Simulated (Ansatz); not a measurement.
**SiC (P6_3mc): refractive index against wavelength**

The refractive index of SiC (P6_3mc) along x below the direct gap (4.08 eV on the mesh) is read from one computed spectrum, n = √(Re ε). x, y and z are the Cartesian axes of the input cell.

Symmetry: P6_3mc, No. 186, hexagonal system. Conventional cell: a = 3.076 Å, b = 3.076 Å, c = 5.048 Å, α = 90.00°, β = 90.00°, γ = 120.00°. Si on site b is surrounded by 4 C at 1.87 to 1.94 Å. C on site b has 4 Si at 1.87 to 1.94 Å as nearest neighbours.

Method: Ansatz 0.2.0, PBE, independent particles, k-mesh 12×12×6 with interpolation inside its cells, Gaussian parameter 0.1 eV.

Launch of the response step: `ansatz run input.yaml --threads 4 --pin off --max-ram 8192MiB --backend cpu --events-out ev --progress --plain --runs-dir out`. The run took 11 s, on 4 threads of Intel(R) Xeon(R) Platinum 8559C (Emerald Rapids) (shared host).

| wavelength (nm) | photon energy E (eV) | n |
| --- | --- | --- |
| 1310 | 0.946 | 2.6851 |
| 1064 | 1.165 | 2.6953 |
| 850 | 1.459 | ? |
| 700 | 1.771 | 2.7362 |
| 633 | 1.959 | 2.7530 |
| 532 | 2.331 | 2.7933 |
| 450 | 2.755 | 2.8525 |

In the single-oscillator model n² − 1 = E₀E_d/(E₀² − E²), so 1/(n² − 1) = E₀/E_d − E²/(E₀E_d) is linear in E².

Working, on the rows shown:

| x = E² (eV²) | y = 1/(n² − 1) |
| --- | --- |
| 0.895757 | 0.161037 |
| 1.35784 | 0.159626 |
| 3.13716 | 0.154159 |
| 3.83641 | 0.151999 |
| 5.43137 | 0.147004 |
| 7.59115 | 0.14012 |

Means: x̄ = 3.7083, ȳ = 0.15232. Σ(x − x̄)(y − ȳ) = -0.09931, Σ(x − x̄)² = 31.82. Slope = -0.09931 / 31.82 = -0.003121; intercept = ȳ − slope · x̄ = 0.1639. Turned back into n, the line misses the rows shown by at most 0.00078.

Task: Predict the last column of the withheld row from the fit.

Result: At x = 2.1276 the line gives y = 0.15726, that is 2.7128. The run gave 2.7127, so the interpolation is off by 5.1e-05, 0.0 % of the range in the table.

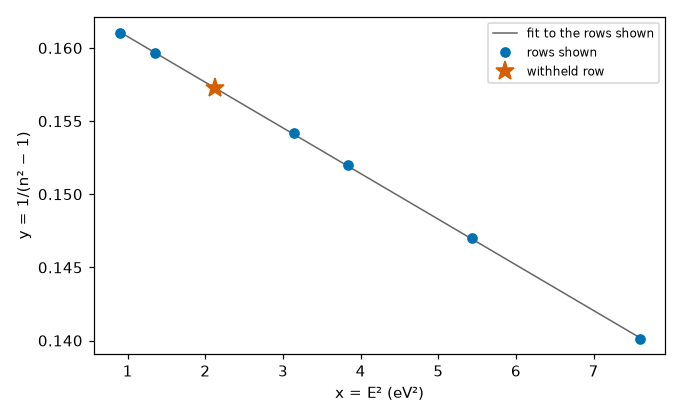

Refitted with all rows, the slope is -0.003121 and the intercept 0.1639. These give E₀ = √(intercept/−slope) = 7.25 eV and E_d = E₀/intercept = 44.2 eV; E₀ is 1.8 times the direct gap. The electronic limit at long wavelengths, without lattice vibrations, is n = √(1 + 1/intercept) = 2.665. Excitons are left out and so are local fields; PBE gaps are as a rule too small.
